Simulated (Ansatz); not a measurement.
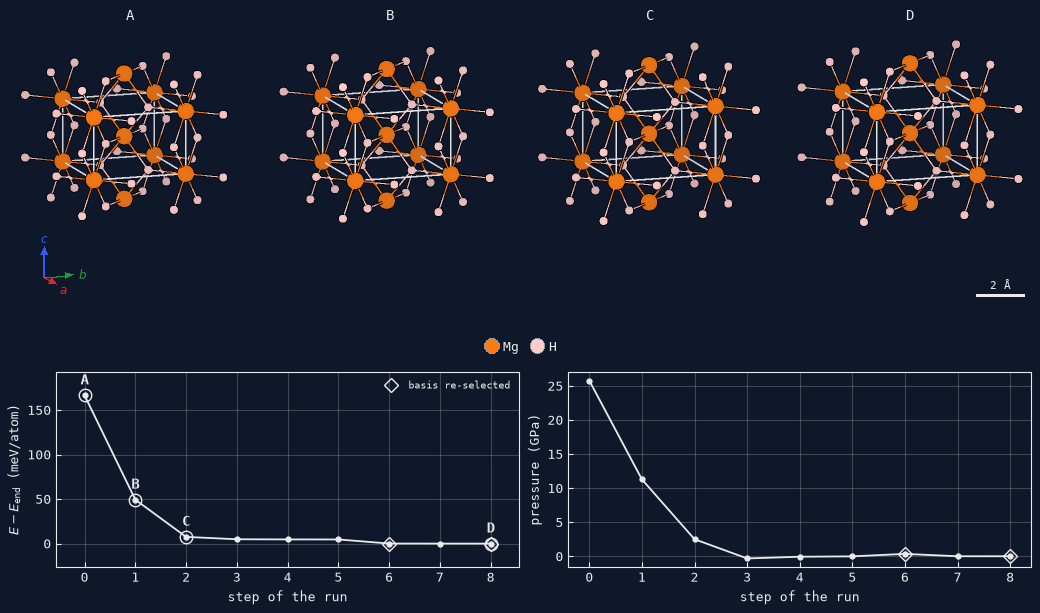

Frames of a relaxation of crystalline MgH₂ (built on the rutile type), marked on the history of the run. A ball-and-stick model of the cell of the calculation, seen slightly off an axis.

Computed with DFT, PBEsol, plane waves, PAW (Ansatz). (plane-wave cutoff 420 eV; k-point mesh 6 × 6 × 8; occupations fermi dirac; smearing width 0.03 eV; no spin polarisation; cell and atoms relaxed; force threshold 0.01 eV/Å; at most 120 steps)

**What happens along the run?**

No atom moves by more than 0.005 Å relative to the cell. The volume changes by +33.6 %, with a = b 4.088 → 4.475 Å (+9.5 %), c 2.698 → 3.008 Å (+11.5 %). Among the contacts that change: Mg–Mg 2.698 → 3.008 Å, H–Mg 1.758 → 1.948 Å, H–Mg 1.763 → 1.927 Å. The space group stays P4_2/mnm (No. 136). Over 6 accepted moves (8 points after the start) the energy falls by 166 meV per atom. Largest force component: 0.17 eV/Å at the start, under 0.0001 eV/Å at the end. Pressure: 25.78 GPa at the start and 0.02 GPa at the end. At 2 points the geometry stayed and the basis and grid were re-selected for the new cell (energy shift of 4.6 meV per atom at most each time). From step 0 to 1: volume +13.8 %, energy −117 meV per atom. From step 1 to 2: volume +12.0 %, energy −41.8 meV per atom. From step 2 to 8: volume +4.8 %, energy −7.6 meV per atom.
